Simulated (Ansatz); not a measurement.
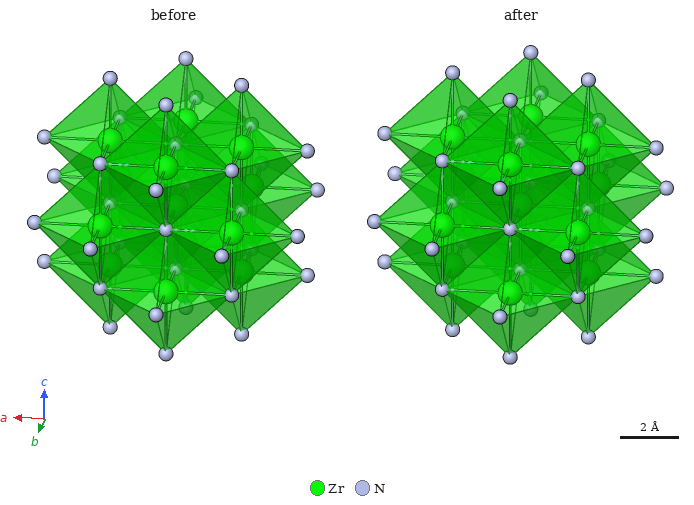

Left: solid ZrN (set up in Fm-3m). Right: the same structure after one change, at the same scale. A polyhedral model of the conventional cell (4 times the calculation's cell), seen from a free direction. Lengths and directions refer to the drawn axes.

Level of theory: DFT PBE, scalar-relativistic, plane waves, PAW in Ansatz. Settings: plane-wave cutoff 420 eV; k-point mesh 16 × 16 × 16; occupations gaussian; smearing width 0.1 eV; no spin polarisation.

**What was changed?**

All lengths are scaled by +3.2 % (volume +10.0 %), the atoms keeping their fractional coordinates. No relaxation follows.

**And its effect?**

The energy rises by 79.8 meV per atom. The pressure goes from 0.0 to −19.3 GPa. All forces vanish by symmetry. Both are metals. Some distances before and after: N–Zr 2.297 → 2.372 Å. The space group stays Fm-3m (No. 225).
